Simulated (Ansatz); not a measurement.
# TiSi16: molecular dynamics (part 1 of 2)

- system: TiSi16 (defect cell, 17 atoms in the cell)
- method: DFT PBE-D3(BJ), scalar-relativistic, plane waves, PAW, PAW set soft_1, no spin polarisation (Ansatz 0.2.0)

One setting was made poor on purpose. It belongs to a series of runs on one base structure; here: dynamics from the last frame of the run before.

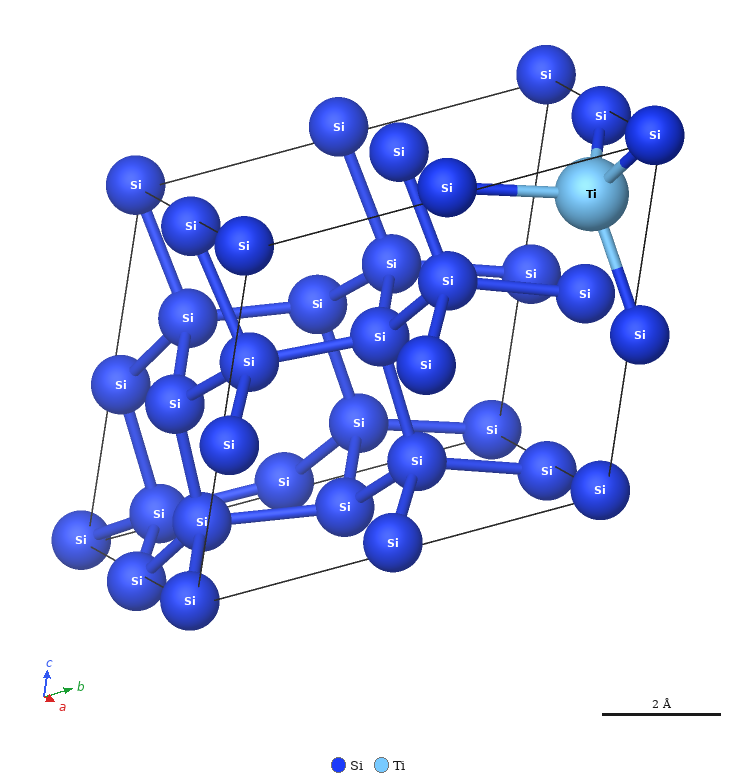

Figure 1. The structure as given in the input (ball-and-stick view of the cell of the calculation, seen slightly off an axis). An atom can appear more than once, as a periodic image.

### Results in brief

```json
{"quantity": "outcome", "value": "finished"}
{"quantity": "mean temperature over the second half", "value": "835 K"}
{"quantity": "trajectory", "value": "200 steps, 400 fs"}
{"quantity": "ensemble", "value": "nvt_nose_hoover"}
{"quantity": "temperature in the input", "value": "840.0 K"}
{"quantity": "time step", "value": "2 fs"}
{"quantity": "electrons treated", "value": "76"}
{"quantity": "potential energy (free energy of the electrons) (last step)", "value": "−12673.8718 eV"}
{"quantity": "Fermi energy (last step)", "value": "7.489 eV"}
{"quantity": "largest force (length of the vector) (last step)", "value": "3.125 eV/Å"}
{"quantity": "hardware", "value": "1 thread of Intel Xeon @ 2.50GHz (Skylake/Cascade Lake), 189 GiB of memory available, shared host"}
{"quantity": "wall time", "value": "30 min"}
{"quantity": "peak memory", "value": "0.78 GiB"}
```

### Notes

A deliberately poor setting: short tau. The input asks for low accuracy. The k-point mesh is coarse for a cell of this size, so the results may not be converged. So short a trajectory is not equilibrated.

### The input
```yaml
accuracy: low
crystal:
  lattice:
    - [0.0, 5.43, 5.43]
    - [5.43, 0.0, 5.43]
    - [5.43, 5.43, 0.0]
  atoms:
    - { symbol: Si, position: [-0.02742061, -0.00819168, 0.01074928] }
    - { symbol: Si, position: [0.14112962, 0.128643, 0.07197131] }
    - { symbol: Si, position: [0.03773173, 0.01198016, 0.45359226] }
    - { symbol: Si, position: [0.14094308, 0.12618155, 0.62258215] }
    - { symbol: Si, position: [-0.00046667, 0.47685006, 0.02857218] }
    - { symbol: Si, position: [0.09639856, 0.61410399, 0.16776725] }
    - { symbol: Si, position: [0.00465008, 0.49079668, 0.52477329] }
    - { symbol: Si, position: [0.13564357, 0.62391926, 0.61985788] }
    - { symbol: Si, position: [0.48583942, -0.00551497, -0.01819118] }
    - { symbol: Si, position: [0.58711954, 0.10734446, 0.1313882] }
    - { symbol: Si, position: [0.51558967, 0.01404462, 0.4798542] }
    - { symbol: Si, position: [0.65209605, 0.1460186, 0.58052597] }
    - { symbol: Si, position: [0.48768965, 0.49390853, 0.03547904] }
    - { symbol: Si, position: [0.62202896, 0.61961564, 0.14822312] }
    - { symbol: Si, position: [0.51007875, 0.50988355, 0.51474772] }
    - { symbol: Si, position: [0.63067792, 0.62512176, 0.65649845] }
    - { symbol: Ti, position: [0.8627498, 0.88738515, 0.85908166] }
basis:
  ecutwfc: 420.0
kpoints:
  mp_grid: { grid: [2, 2, 2] }
hamiltonian:
  xc: pbe
  dispersion: d3bj
  pseudopotentials: { kind: paw, azcp: { folder: soft_1 } }
scf:
  occupations: { method: fermi_dirac, width: 0.05 }
  lower_state_search: "off"
  max_iter: 62
md:
  timestep: 2
  n_steps: 200
  ensemble: nvt_nose_hoover
  temperature: 840.0
  initial_velocities: maxwell_boltzmann
  seed: 779345
  nose_hoover: { tau: 10.0, chain_length: 1 }
```

Command:
```bash
ansatz run input.yaml --threads 1 --pin off --max-ram 3072MiB --backend cpu --events-out ev --progress --plain --runs-dir out
```

### The program's output
```
Warning: md: disabling space-group detection — thermal motion breaks the input geometry's symmetry, so no spatial operation reduces the k-mesh or symmetrises the density; time reversal is kept, so that k and −k are solved as one point where they differ and the mesh holds both, and exact exchange and, on two spinor components, a DFT+U term hold to it where the run has them: on two components no moment then forms, and a state that bears one, which a typed moment (crystal.atoms[].spin; refused beside efield: under a hybrid functional) reaches, can lie lower, under hf by electronvolts; crystal.symmetry.detect: false (a key that needs symmetry detection or time reversal refuses this as the deck is read) with time_reversal: false beside it drops time reversal too
Engine: ansatz 0.2.0, x86_64-unknown-linux-gnu
Pseudopotentials: kind: paw
Pseudopotential: Si, paw, valence charge 4, recommended cutoff 420 eV (normal), [file]
Pseudopotential: Ti, paw, valence charge 12, recommended cutoff 420 eV (normal), [file]
Functional definition: PBE
  parameter kappa = 0.804
  parameter beta = 0.06672455060314922
  exchange = pbe_x(kappa = kappa, mu = beta*pi^2/3)
  correlation = pbe_c(beta = beta)
Crystal: 17 atoms, lattice volume = 320.206 Å³
Basis set: ecut = 420 eV, 6231 PW (Γ), exchange–correlation on 108×108×108 points (8 copies of the dense FFT grid, shifted against one another)
Bands: 55, of which v1, the nominal top of the filled ones, is band 38 counted from 1 (37 counted from 0)
Symmetry: 1 space group operations
k-points: 8
Non-local potential: Si, projectors of the file, l = 0: 2, l = 1: 2, l = 2: 1
Non-local potential: Ti, projectors of the file, l = 0: 3, l = 1: 2, l = 2: 3, l = 3: 1
PAW form: soft (Blöchl's): semilocal exchange-correlation on the pseudo side does not see the compensation charge
PAW one-centre angular grid: Si, 110 points (default); XC on 64 Gauss nodes
PAW one-centre angular grid: Ti, 590 points (default); XC on 64 Gauss nodes
Initial density: superposition of atomic densities (chi_scale 0.1, normalization cell, long waves kept (reshape's long-wave potential 0.02 eV rms))
Initial wavefunctions: pseudopotential atomic-orbital guess
Functional: x = pbe(κ = 0.804, μ = 0.2195149727645171), c = pbe(β = 0.06672455060314922)
SCF iter   1: F=—  HF=-12681.062639 eV  |F-HF|=—  |Δ(HF+E_count)|=         —  Δρ=9.22e-2  dr2=7.12e1  ethr=3.10e-3  ⟨swp⟩=7.5  Hψ=2280  notcnv=0  defer=29
preconditioner: auto → Kerker (q_TF=auto, 2.147 Å⁻¹)  [metal: Δε(μ)=0.071 eV  Ē_g=7.453 eV  σ=0.050 eV  W_gap=0.31  n_scr=58 (ndim 8)  ℏωp=17.1 eV  f_vac=0.000  D(μ)=7.83/eV (n_scr^D=58)]
SCF iter   2: F=—  HF=-12677.004966 eV  |F-HF|=—  |Δ(HF+E_count)|=    4.06e0  Δρ=4.48e-2  dr2=1.84e1  ethr=3.10e-3  ⟨swp⟩=4.0  Hψ=933  notcnv=0  defer=46
SCF iter   3: F=—  HF=-12675.084287 eV  |F-HF|=—  |Δ(HF+E_count)|=    1.92e0  Δρ=9.91e-3  dr2=7.68e-1  ethr=3.10e-3  ⟨swp⟩=3.1  Hψ=780  notcnv=0  defer=46
SCF iter   4: F=—  HF=-12675.025260 eV  |F-HF|=—  |Δ(HF+E_count)|=   5.90e-2  Δρ=3.32e-3  dr2=7.71e-2  ethr=1.01e-3  ⟨swp⟩=3.0  Hψ=600  notcnv=0  defer=44
SCF iter   5: F=—  HF=-12675.027852 eV  |F-HF|=—  |Δ(HF+E_count)|=   2.59e-3  Δρ=7.28e-4  dr2=3.20e-3  ethr=1.01e-4  ⟨swp⟩=3.1  Hψ=704  notcnv=0  defer=44
SCF iter   6: F=—  HF=-12675.028405 eV  |F-HF|=—  |Δ(HF+E_count)|=   5.53e-4  Δρ=2.62e-4  dr2=4.06e-4  ethr=4.20e-6  ⟨swp⟩=2.4  Hψ=631  notcnv=0  defer=44
SCF iter   7: F=—  HF=-12675.028436 eV  |F-HF|=—  |Δ(HF+E_count)|=   3.04e-5  Δρ=9.18e-5  dr2=4.38e-5  ethr=5.34e-7  ⟨swp⟩=2.6  Hψ=695  notcnv=0  defer=44
SCF iter   8: F=—  HF=-12675.028445 eV  |F-HF|=—  |Δ(HF+E_count)|=   9.24e-6  Δρ=2.28e-5  dr2=3.50e-6  ethr=5.76e-8  ⟨swp⟩=2.0  Hψ=695  notcnv=0  defer=44
SCF iter   9: F=—  HF=-12675.028402 eV  |F-HF|=—  |Δ(HF+E_count)|=   4.25e-5  Δρ=5.48e-6  dr2=1.44e-7  ethr=4.60e-9  ⟨swp⟩=2.9  Hψ=749  notcnv=0  defer=44
SCF iter  10: F=—  HF=-12675.028402 eV  |F-HF|=—  |Δ(HF+E_count)|=   4.82e-8  Δρ=2.04e-6  dr2=1.75e-8  ethr=2.24e-11  ⟨swp⟩=5.0  Hψ=1517  notcnv=0
SCF iter  11: F=-12675.028402 eV  HF=-12675.028402 eV  |F-HF|=1.06e-10  |Δ(HF+E_count)|=   3.12e-9  Δρ=5.70e-7  dr2=1.84e-9  ethr=2.24e-11  ⟨swp⟩=4.0  Hψ=1297  notcnv=0
SCF 1 converged in 11 iterations: F = -12675.028402 eV  dr2 = 1.84e-9
  greatest PAW one-centre occupation: 0.999 electrons in one spin orbital (limit 2), on the Ti atom at site 16 (counted from 0), in its partial waves of l = 0
md step     0: t =     0.00 fs  T =   840.0 K  F+E_penalty+E_count = -12675.02840243 eV  E_kin = 1.737254 eV  conserved = -12673.29114805 eV  (11 SCF iters)
Initial density: handed on by an earlier stage of this run
Initial wavefunctions: those handed on with the density
iter 1 solved again at ethr=1.98e-5 eV; its pass at ethr=3.10e-3 eV (dr2=1.50e-2 eV) is discarded
SCF iter   1: F=—  HF=-12675.037794 eV  |F-HF|=—  |Δ(HF+E_count)|=         —  Δρ=1.72e-3  dr2=1.70e-2  ethr=1.98e-5  ⟨swp⟩=4.1  Hψ=2472  notcnv=0
preconditioner: auto → Kerker (q_TF=auto, 2.147 Å⁻¹)  [metal: Δε(μ)=0.032 eV  Ē_g=7.474 eV  σ=0.050 eV  W_gap=0.16  n_scr=58 (ndim 8)  ℏωp=17.1 eV  f_vac=0.000  D(μ)=6.82/eV (n_scr^D=50)]
SCF iter   2: F=—  HF=-12675.034816 eV  |F-HF|=—  |Δ(HF+E_count)|=   2.98e-3  Δρ=9.62e-4  dr2=5.52e-3  ethr=1.98e-5  ⟨swp⟩=1.0  Hψ=440  notcnv=0
SCF iter   3: F=—  HF=-12675.033549 eV  |F-HF|=—  |Δ(HF+E_count)|=   1.27e-3  Δρ=9.93e-5  dr2=3.99e-5  ethr=7.27e-6  ⟨swp⟩=2.0  Hψ=601  notcnv=0
SCF iter   4: F=—  HF=-12675.033534 eV  |F-HF|=—  |Δ(HF+E_count)|=   1.46e-5  Δρ=2.87e-5  dr2=8.07e-6  ethr=5.25e-8  ⟨swp⟩=2.0  Hψ=724  notcnv=0
SCF iter   5: F=—  HF=-12675.033493 eV  |F-HF|=—  |Δ(HF+E_count)|=   4.13e-5  Δρ=8.77e-6  dr2=7.12e-7  ethr=1.06e-8  ⟨swp⟩=2.4  Hψ=679  notcnv=0
SCF iter   6: F=—  HF=-12675.033493 eV  |F-HF|=—  |Δ(HF+E_count)|=   7.68e-8  Δρ=2.48e-6  dr2=3.60e-8  ethr=9.37e-10  ⟨swp⟩=2.6  Hψ=748  notcnv=0
SCF iter   7: F=-12675.033493 eV  HF=-12675.033493 eV  |F-HF|=3.57e-10  |Δ(HF+E_count)|=   6.54e-9  Δρ=8.21e-7  dr2=2.74e-9  ethr=2.24e-11  ⟨swp⟩=4.9  Hψ=1374  notcnv=0
SCF 2 converged in 7 iterations: F = -12675.033493 eV  dr2 = 2.74e-9
md step     1: t =     2.00 fs  T =   842.2 K  F+E_penalty+E_count = -12675.03349313 eV  E_kin = 1.741707 eV  conserved = -12673.29174126 eV  (7 SCF iters, 3 dispersion substeps)
[... from here on the SCF iterations and repeated set-up lines of each step are left out, up to the last step ...]
md step     2: t =     4.00 fs  T =   832.2 K  F+E_penalty+E_count = -12675.01337034 eV  E_kin = 1.721209 eV  conserved = -12673.29196551 eV  (7 SCF iters, 3 dispersion substeps)
md step     3: t =     6.00 fs  T =   809.8 K  F+E_penalty+E_count = -12674.96530935 eV  E_kin = 1.674715 eV  conserved = -12673.29175539 eV  (7 SCF iters, 3 dispersion substeps)
md step     4: t =     8.00 fs  T =   778.0 K  F+E_penalty+E_count = -12674.89283358 eV  E_kin = 1.609012 eV  conserved = -12673.29119062 eV  (7 SCF iters, 3 dispersion substeps)
md step     5: t =    10.00 fs  T =   743.0 K  F+E_penalty+E_count = -12674.80448870 eV  E_kin = 1.536696 eV  conserved = -12673.29043865 eV  (5 SCF iters, 3 dispersion substeps)
md step     6: t =    12.00 fs  T =   712.0 K  F+E_penalty+E_count = -12674.71123306 eV  E_kin = 1.472606 eV  conserved = -12673.28970499 eV  (4 SCF iters, 3 dispersion substeps)
md step     7: t =    14.00 fs  T =   691.5 K  F+E_penalty+E_count = -12674.62333741 eV  E_kin = 1.430199 eV  conserved = -12673.28916696 eV  (4 SCF iters, 3 dispersion substeps)
md step     8: t =    16.00 fs  T =   686.1 K  F+E_penalty+E_count = -12674.54776864 eV  E_kin = 1.418946 eV  conserved = -12673.28890963 eV  (3 SCF iters, 3 dispersion substeps)
md step     9: t =    18.00 fs  T =   697.8 K  F+E_penalty+E_count = -12674.48688026 eV  E_kin = 1.443177 eV  conserved = -12673.28889454 eV  (4 SCF iters, 3 dispersion substeps)
md step    10: t =    20.00 fs  T =   726.4 K  F+E_penalty+E_count = -12674.43875465 eV  E_kin = 1.502265 eV  conserved = -12673.28898302 eV  (7 SCF iters, 3 dispersion substeps)
md step    11: t =    22.00 fs  T =   769.6 K  F+E_penalty+E_count = -12674.39888595 eV  E_kin = 1.591612 eV  conserved = -12673.28901091 eV  (4 SCF iters, 3 dispersion substeps)
md step    12: t =    24.00 fs  T =   823.8 K  F+E_penalty+E_count = -12674.36238846 eV  E_kin = 1.703817 eV  conserved = -12673.28886209 eV  (4 SCF iters, 3 dispersion substeps)
md step    13: t =    26.00 fs  T =   884.6 K  F+E_penalty+E_count = -12674.32588654 eV  E_kin = 1.829590 eV  conserved = -12673.28850324 eV  (4 SCF iters, 3 dispersion substeps)
md step    14: t =    28.00 fs  T =   946.9 K  F+E_penalty+E_count = -12674.28851689 eV  E_kin = 1.958260 eV  conserved = -12673.28799251 eV  (4 SCF iters, 3 dispersion substeps)
md step    15: t =    30.00 fs  T =  1004.8 K  F+E_penalty+E_count = -12674.25178881 eV  E_kin = 2.078022 eV  conserved = -12673.28744927 eV  (4 SCF iters, 3 dispersion substeps)
md step    16: t =    32.00 fs  T =  1052.3 K  F+E_penalty+E_count = -12674.21848666 eV  E_kin = 2.176355 eV  conserved = -12673.28699851 eV  (4 SCF iters, 3 dispersion substeps)
md step    17: t =    34.00 fs  T =  1083.6 K  F+E_penalty+E_count = -12674.19118569 eV  E_kin = 2.241141 eV  conserved = -12673.28673504 eV  (4 SCF iters, 3 dispersion substeps)
md step    18: t =    36.00 fs  T =  1094.0 K  F+E_penalty+E_count = -12674.17096543 eV  E_kin = 2.262655 eV  conserved = -12673.28670079 eV  (4 SCF iters, 3 dispersion substeps)
md step    19: t =    38.00 fs  T =  1081.2 K  F+E_penalty+E_count = -12674.15686127 eV  E_kin = 2.235995 eV  conserved = -12673.28686426 eV  (4 SCF iters, 3 dispersion substeps)
md step    20: t =    40.00 fs  T =  1045.9 K  F+E_penalty+E_count = -12674.14639054 eV  E_kin = 2.162986 eV  conserved = -12673.28714092 eV  (7 SCF iters, 3 dispersion substeps)
md step    21: t =    42.00 fs  T =   992.4 K  F+E_penalty+E_count = -12674.13678823 eV  E_kin = 2.052412 eV  conserved = -12673.28744318 eV  (4 SCF iters, 3 dispersion substeps)
md step    22: t =    44.00 fs  T =   927.4 K  F+E_penalty+E_count = -12674.12616598 eV  E_kin = 1.918098 eV  conserved = -12673.28770918 eV  (3 SCF iters, 3 dispersion substeps)
md step    23: t =    46.00 fs  T =   858.6 K  F+E_penalty+E_count = -12674.11408378 eV  E_kin = 1.775694 eV  conserved = -12673.28790345 eV  (4 SCF iters, 3 dispersion substeps)
md step    24: t =    48.00 fs  T =   792.8 K  F+E_penalty+E_count = -12674.10153563 eV  E_kin = 1.639650 eV  conserved = -12673.28801451 eV  (4 SCF iters, 3 dispersion substeps)
md step    25: t =    50.00 fs  T =   735.6 K  F+E_penalty+E_count = -12674.09057442 eV  E_kin = 1.521427 eV  conserved = -12673.28805218 eV  (4 SCF iters, 3 dispersion substeps)
md step    26: t =    52.00 fs  T =   691.0 K  F+E_penalty+E_count = -12674.08374468 eV  E_kin = 1.429010 eV  conserved = -12673.28804659 eV  (3 SCF iters, 3 dispersion substeps)
md step    27: t =    54.00 fs  T =   661.1 K  F+E_penalty+E_count = -12674.08342095 eV  E_kin = 1.367233 eV  conserved = -12673.28803723 eV  (3 SCF iters, 3 dispersion substeps)
md step    28: t =    56.00 fs  T =   647.1 K  F+E_penalty+E_count = -12674.09115903 eV  E_kin = 1.338345 eV  conserved = -12673.28806202 eV  (3 SCF iters, 3 dispersion substeps)
md step    29: t =    58.00 fs  T =   649.1 K  F+E_penalty+E_count = -12674.10716572 eV  E_kin = 1.342450 eV  conserved = -12673.28814722 eV  (4 SCF iters, 3 dispersion substeps)
md step    30: t =    60.00 fs  T =   666.1 K  F+E_penalty+E_count = -12674.12997212 eV  E_kin = 1.377672 eV  conserved = -12673.28830030 eV  (7 SCF iters, 3 dispersion substeps)
md step    31: t =    62.00 fs  T =   696.3 K  F+E_penalty+E_count = -12674.15633659 eV  E_kin = 1.440013 eV  conserved = -12673.28851131 eV  (4 SCF iters, 3 dispersion substeps)
md step    32: t =    64.00 fs  T =   736.4 K  F+E_penalty+E_count = -12674.18135610 eV  E_kin = 1.522982 eV  conserved = -12673.28875867 eV  (3 SCF iters, 3 dispersion substeps)
md step    33: t =    66.00 fs  T =   782.0 K  F+E_penalty+E_count = -12674.19878863 eV  E_kin = 1.617269 eV  conserved = -12673.28900300 eV  (4 SCF iters, 3 dispersion substeps)
md step    34: t =    68.00 fs  T =   827.3 K  F+E_penalty+E_count = -12674.20172722 eV  E_kin = 1.710975 eV  conserved = -12673.28917761 eV  (4 SCF iters, 3 dispersion substeps)
md step    35: t =    70.00 fs  T =   866.0 K  F+E_penalty+E_count = -12674.18378949 eV  E_kin = 1.790994 eV  conserved = -12673.28919616 eV  (4 SCF iters, 3 dispersion substeps)
md step    36: t =    72.00 fs  T =   892.4 K  F+E_penalty+E_count = -12674.14073789 eV  E_kin = 1.845686 eV  conserved = -12673.28898424 eV  (4 SCF iters, 3 dispersion substeps)
md step    37: t =    74.00 fs  T =   903.3 K  F+E_penalty+E_count = -12674.07201525 eV  E_kin = 1.868106 eV  conserved = -12673.28852052 eV  (4 SCF iters, 3 dispersion substeps)
md step    38: t =    76.00 fs  T =   898.5 K  F+E_penalty+E_count = -12673.98144482 eV  E_kin = 1.858279 eV  conserved = -12673.28785643 eV  (4 SCF iters, 3 dispersion substeps)
md step    39: t =    78.00 fs  T =   881.6 K  F+E_penalty+E_count = -12673.87663755 eV  E_kin = 1.823300 eV  conserved = -12673.28710057 eV  (4 SCF iters, 3 dispersion substeps)
md step    40: t =    80.00 fs  T =   858.3 K  F+E_penalty+E_count = -12673.76728200 eV  E_kin = 1.775124 eV  conserved = -12673.28637618 eV  (7 SCF iters, 3 dispersion substeps)
md step    41: t =    82.00 fs  T =   835.1 K  F+E_penalty+E_count = -12673.66304699 eV  E_kin = 1.727216 eV  conserved = -12673.28577483 eV  (4 SCF iters, 3 dispersion substeps)
md step    42: t =    84.00 fs  T =   817.9 K  F+E_penalty+E_count = -12673.57193327 eV  E_kin = 1.691574 eV  conserved = -12673.28533243 eV  (4 SCF iters, 3 dispersion substeps)
md step    43: t =    86.00 fs  T =   810.8 K  F+E_penalty+E_count = -12673.49948631 eV  E_kin = 1.676967 eV  conserved = -12673.28504005 eV  (4 SCF iters, 3 dispersion substeps)
md step    44: t =    88.00 fs  T =   816.4 K  F+E_penalty+E_count = -12673.44884064 eV  E_kin = 1.688433 eV  conserved = -12673.28485045 eV  (4 SCF iters, 3 dispersion substeps)
md step    45: t =    90.00 fs  T =   835.3 K  F+E_penalty+E_count = -12673.42140212 eV  E_kin = 1.727574 eV  conserved = -12673.28470668 eV  (4 SCF iters, 3 dispersion substeps)
md step    46: t =    92.00 fs  T =   866.9 K  F+E_penalty+E_count = -12673.41767559 eV  E_kin = 1.792957 eV  conserved = -12673.28459152 eV  (4 SCF iters, 3 dispersion substeps)
md step    47: t =    94.00 fs  T =   909.0 K  F+E_penalty+E_count = -12673.43759396 eV  E_kin = 1.879941 eV  conserved = -12673.28454484 eV  (4 SCF iters, 3 dispersion substeps)
md step    48: t =    96.00 fs  T =   957.3 K  F+E_penalty+E_count = -12673.48007541 eV  E_kin = 1.979874 eV  conserved = -12673.28463228 eV  (4 SCF iters, 3 dispersion substeps)
md step    49: t =    98.00 fs  T =  1005.5 K  F+E_penalty+E_count = -12673.54224073 eV  E_kin = 2.079506 eV  conserved = -12673.28488265 eV  (4 SCF iters, 3 dispersion substeps)
md step    50: t =   100.00 fs  T =  1045.4 K  F+E_penalty+E_count = -12673.61908880 eV  E_kin = 2.161974 eV  conserved = -12673.28527552 eV  (7 SCF iters, 3 dispersion substeps)
md step    51: t =   102.00 fs  T =  1068.6 K  F+E_penalty+E_count = -12673.70396163 eV  E_kin = 2.210003 eV  conserved = -12673.28577093 eV  (4 SCF iters, 3 dispersion substeps)
md step    52: t =   104.00 fs  T =  1068.8 K  F+E_penalty+E_count = -12673.78953876 eV  E_kin = 2.210539 eV  conserved = -12673.28632228 eV  (4 SCF iters, 3 dispersion substeps)
md step    53: t =   106.00 fs  T =  1043.9 K  F+E_penalty+E_count = -12673.86904097 eV  E_kin = 2.158849 eV  conserved = -12673.28687137 eV  (4 SCF iters, 3 dispersion substeps)
md step    54: t =   108.00 fs  T =   996.1 K  F+E_penalty+E_count = -12673.93743730 eV  E_kin = 2.060153 eV  conserved = -12673.28735273 eV  (4 SCF iters, 3 dispersion substeps)
md step    55: t =   110.00 fs  T =   932.2 K  F+E_penalty+E_count = -12673.99237124 eV  E_kin = 1.927976 eV  conserved = -12673.28770899 eV  (4 SCF iters, 3 dispersion substeps)
md step    56: t =   112.00 fs  T =   860.8 K  F+E_penalty+E_count = -12674.03451353 eV  E_kin = 1.780212 eV  conserved = -12673.28791127 eV  (4 SCF iters, 3 dispersion substeps)
md step    57: t =   114.00 fs  T =   790.5 K  F+E_penalty+E_count = -12674.06720639 eV  E_kin = 1.634808 eV  conserved = -12673.28797184 eV  (3 SCF iters, 3 dispersion substeps)
md step    58: t =   116.00 fs  T =   728.5 K  F+E_penalty+E_count = -12674.09551100 eV  E_kin = 1.506684 eV  conserved = -12673.28794148 eV  (4 SCF iters, 3 dispersion substeps)
md step    59: t =   118.00 fs  T =   680.0 K  F+E_penalty+E_count = -12674.12495630 eV  E_kin = 1.406384 eV  conserved = -12673.28789289 eV  (4 SCF iters, 3 dispersion substeps)
md step    60: t =   120.00 fs  T =   648.0 K  F+E_penalty+E_count = -12674.16032650 eV  E_kin = 1.340102 eV  conserved = -12673.28789324 eV  (7 SCF iters, 3 dispersion substeps)
```
